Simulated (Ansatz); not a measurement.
```
Al
1.0
     6.02333    2.00778    4.01556
    -6.02333   -2.00778    4.01556
     2.00778   -6.02333   -4.01556
Al
19
Direct
  0.10000 0.20000 0.80000
  0.60000 0.20000 0.80000
  0.10000 0.70000 0.80000
  0.21342 0.41697 0.59149
  0.30591 0.10607 0.40457
  0.54903 0.85589 0.90492
  0.65097 0.54411 0.69508
  0.76087 0.24754 0.50841
  0.98658 0.98303 0.00851
  0.24148 0.76279 0.50427
  0.32887 0.44361 0.27248
  0.43913 0.15246 0.09159
  0.67452 0.87807 0.59149
  0.79849 0.59866 0.40457
  0.89409 0.29393 0.19543
  0.40151 0.80134 0.19543
  0.52548 0.52193 0.00851
  0.87113 0.95639 0.32752
  0.95852 0.63721 0.09573
```

Computed without spin polarisation.

All numbers below come from DFT PBEsol, scalar-relativistic, plane waves, PAW in Ansatz.

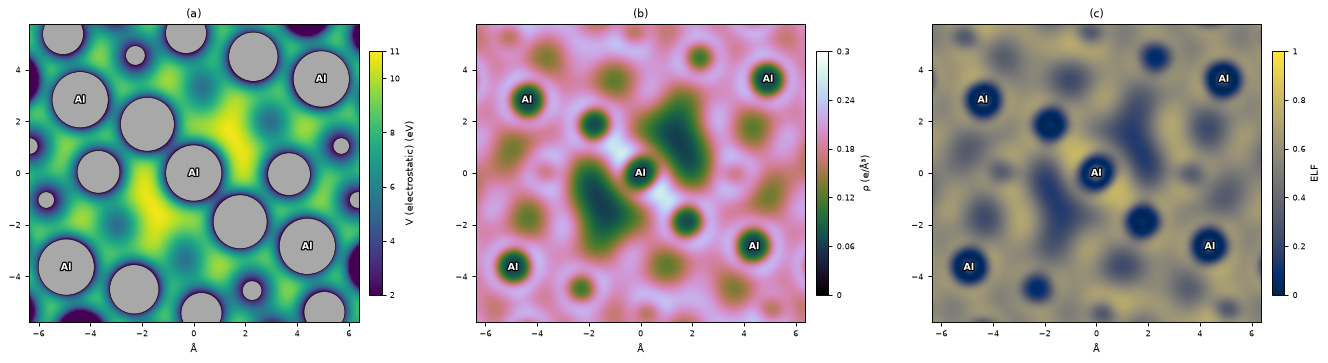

Al (cell with a defect). (a) electrostatic potential energy of an electron; (b) valence electron density; (c) ELF on the (111) plane of the calculation cell. Grey discs cover the atomic cores in the potential map.

In a PAW calculation such maps are meaningful between the atoms, not at the nuclei.

> What do the fields say about this system?

- Atoms in the plane: Al.
- Atoms just off the plane (Al, 0.3 Å away) can leave unmarked features too.
- Between the atoms the lowest density in this plane is 0.06 e/Å³.
- Outside the cores the potential energy rises away from the atoms and is highest about 2.1 Å from the nearest atoms; its zero is arbitrary.

> Metal or insulator at this level of theory?

It is metallic or semimetallic at this level of theory: no gap opens.
